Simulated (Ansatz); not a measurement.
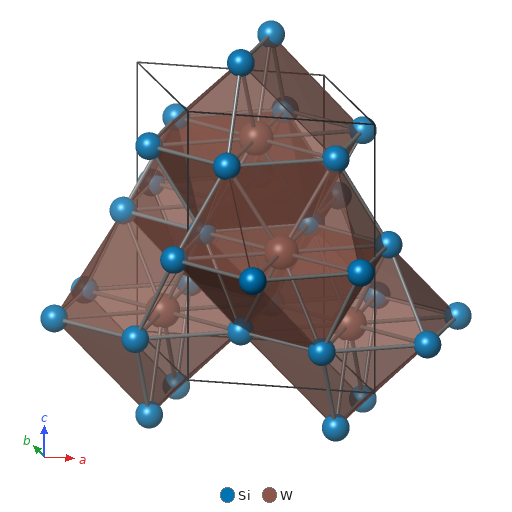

System: Si₂W, space group P6_222 (No. 180). The picture shows the cell.

Starting cell:
```
CELL_PARAMETERS angstrom
4.57609 0.00000 0.00000
-2.28804 3.96301 0.00000
0.00000 0.00000 6.60331
ATOMIC_POSITIONS crystal
Si 0.83618 0.67236 0.50000
Si 0.16382 0.83618 0.83333
Si 0.67236 0.83618 0.16667
Si 0.16382 0.32764 0.50000
Si 0.83618 0.16382 0.83333
Si 0.32764 0.16382 0.16667
W 0.00000 0.50000 0.16667
W 0.50000 0.50000 0.83333
W 0.50000 0.00000 0.50000
```

Calculation (Ansatz 0.2.0): all atoms of one element of a crystal moved along a line, all else fixed, by plane-wave density functional theory with PAW datasets, free energies less that of the undisturbed cell, pressure positive in compression; scalar-relativistic. Level: PBEsol, no spin polarisation.

| setting | value |
| --- | --- |
| wave cutoff | 420 eV |
| k mesh | 12×12×6 |
| occupations | Gaussian |
| smearing width | 0.15 eV |
| k shift | (0, 0, 0) (mesh steps) |
| start | relaxed |
| moved element | W |
| direction | (0.7071, 0.7071, 0) (Cartesian unit vector) |

Describe the result: the energy change, force along the direction (sum over moved atoms) and pressure against displacement. The displacement takes the values −0.500, −0.250, 0.000, 0.375 Å.

The energy rises on both sides of the starting structure, which is therefore a minimum along this path. The energy change is 5.44 eV/cell at displacement −0.500 Å and 2.84 eV/cell at 0.375 Å; the lowest computed point is at displacement 0.000 Å (0.00 eV/cell), and no other minimum shows. The force along the direction (sum over moved atoms) falls from 25.4 eV/Å at displacement −0.500 Å to −16.7 eV/Å at 0.375 Å, and changes sign near 0.00 Å. The pressure goes from 22.8 GPa at displacement −0.500 Å to 12.6 GPa at 0.375 Å, not monotonically, with a low of 0.0 GPa at 0.000 Å.

| displacement (Å) | energy change (eV/cell) | force along the direction (sum over moved atoms) (eV/Å) | pressure (GPa) |
| --- | --- | --- | --- |
| −0.500 | 5.44 | 25.4 | 22.8 |
| −0.250 | 1.19 | 10.0 | 5.6 |
| 0.000 | 0.00 | 0.0 | 0.0 |
| 0.375 | 2.84 | −16.7 | 12.6 |

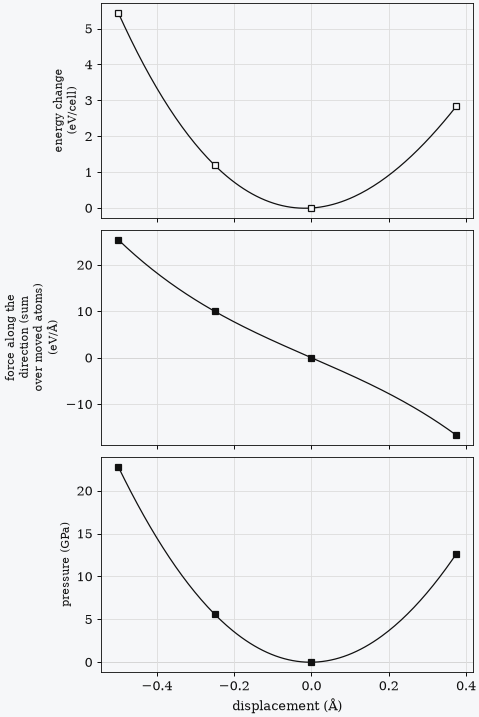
